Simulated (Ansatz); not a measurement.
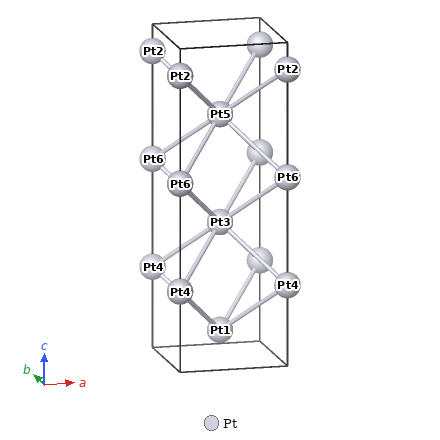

The system is Pt (Im-3m, No. 229; 6 atoms in the cell); the picture shows the reference structure. 
- Rigid slide and opening across a plane, one cut a cell; the plane is (0 0 1) of the conventional cell.
- First axis: slide along a1 + a2 (4.473 Å). Second axis: opening across the cut.
- Nothing is relaxed (rigid halves).
- The scan uses a 6 × 5 grid; 17 points were computed and 9 follow by symmetry. At 4 points there is no value (left out of the scan, as a rule where atoms come close).
- Points are written as (first, second).
- Energies are in mJ/m², from the lowest grid point.
- Computed with DFT PBE, scalar-relativistic, plane waves, PAW (Ansatz 0.2.0). Settings: cutoff 420 eV, k-mesh 14×14×5 in the order of the run's cell vectors, gaussian smearing 0.15 eV, no spin polarisation.

Its coordinates:

```xyz
6
Lattice="-3.1628 0.0000 0.0000 0.0000 -3.1628 0.0000 0.0000 0.0000 9.4884" Properties=species:S:1:pos:R:3 pbc="T T T"
Pt   -1.5814   -1.5814    0.7905
Pt    0.0000    0.0000    8.6975
Pt   -1.5814   -1.5814    3.9533
Pt    0.0000    0.0000    2.3719
Pt   -1.5814   -1.5814    7.1161
Pt    0.0000    0.0000    5.5347
```

The input of one point:

```yaml
crystal:
  lattice:
    - [-3.1627959429, 0.0, 0.0]
    - [0.0, -3.1627959429, 0.0]
    - [0.0, 0.0, 9.4883878288]
  atoms:
    - { symbol: Pt, position: [0.5, 0.5, 0.1666666667] }
    - { symbol: Pt, position: [0.0, 0.0, 0.0] }
    - { symbol: Pt, position: [0.5, 0.5, 0.5] }
    - { symbol: Pt, position: [0.0, 0.0, 0.3333333333] }
    - { symbol: Pt, position: [0.5, 0.5, 0.8333333333] }
    - { symbol: Pt, position: [0.0, 0.0, 0.6666666667] }
basis:
  ecutwfc: 420
kpoints:
  mp_grid: { grid: [14, 14, 5] }
hamiltonian:
  xc: pbe
  pseudopotentials: { kind: paw, azcp: { folder: soft_1 } }
scf:
  occupations: { method: gaussian, width: 0.15 }
output:
  forces: true
  stress: true
  eigenvalues: true
```

Range: slide along a1 + a2 (4.473 Å) from 0.000 to 0.833; opening across the cut from −0.25 to 2.20 Å.

> What landscape does the calculation give?

The lowest grid point is at (0.000, 0.00 Å). Other grid points that lie below all their neighbours: (0.500, 1.00 Å) (1602 mJ/m² higher). The highest grid point, (0.333, 0.00 Å), lies 19852 mJ/m² above the lowest.

```tsv
second ↓, first →	0/6	1/6	2/6	3/6	4/6	5/6
2.20	3676	3654	3608	3583	3608	3654
1.00	1982	1863	1665	1602	1665	1863
0.40	505	987	3872	6904	3872	987
0.00	0	2810	19852	–	19852	2810
−0.25	341	6803	–	–	–	6803
```

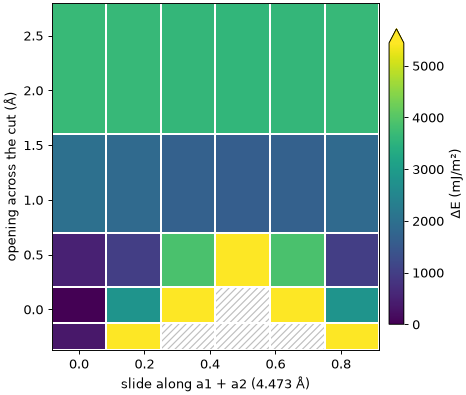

The picture shows one coloured cell a grid point, one colour for all values above the top of the scale, hatched blanks where no value was computed.

Each point was launched as `ansatz run input.yaml --threads 2 --pin off --max-ram 4096MiB --backend cpu --events-out ev --progress --plain --runs-dir out`. Time for the 17 points that were run: 24 min on 2 threads of Arm Neoverse N1, on a shared host.
